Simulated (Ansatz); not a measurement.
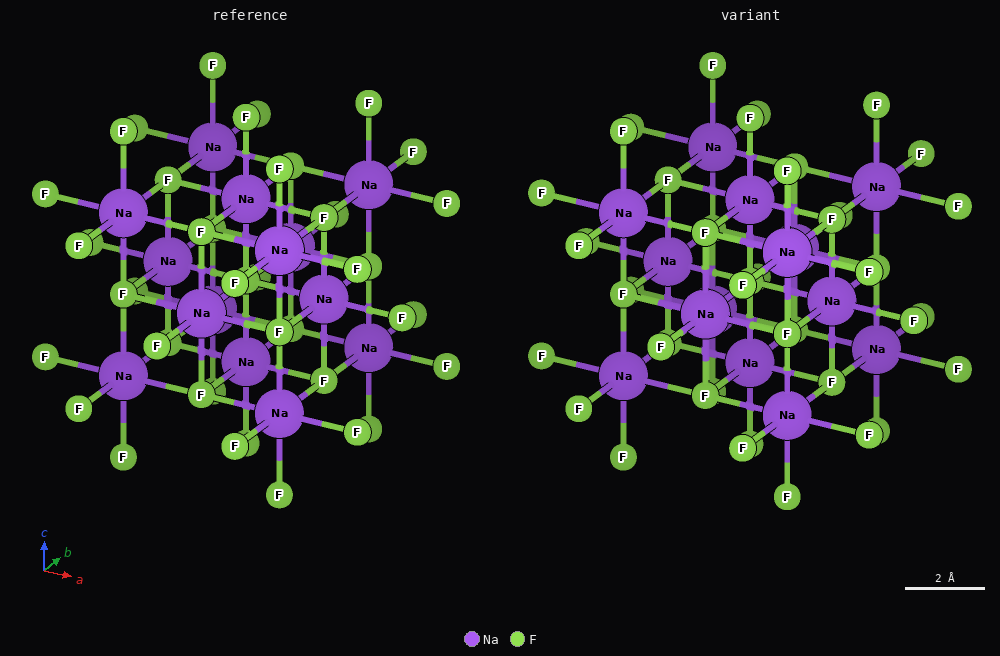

Left: a crystal of NaF (built on the rocksalt type) at its r2SCAN-relaxed geometry. Right: the same structure after one change, at the same scale. A ball-and-stick model of the conventional cell (4 times the calculation's cell), seen from a free direction. Lengths and directions refer to the drawn axes.

The calculation used DFT, r2SCAN, plane waves, PAW in Ansatz. Set-up: plane-wave cutoff 500 eV; k-point mesh 10 × 10 × 10; occupations fixed; no spin polarisation.

What was changed?

Answer. The cell is strained by +5.0 % along a and none across it (volume +5.0 %). The atoms were relaxed with r2SCAN under that strain, and this is a single point on that geometry.

How do the computed properties respond?

Answer. Near-neighbour distances before and after: F–Na 2.297 → 2.297 to 2.412 Å. The space group (tolerance 0.01 Å) goes from Fm-3m (No. 225) to I4/mmm (No. 139). Energy change: +9.0 meV per atom. The pressure goes from 0.0 to −2.1 GPa. The principal stresses (compression positive) are −4.3 GPa along a and −1.0 GPa across it. All forces vanish by symmetry.
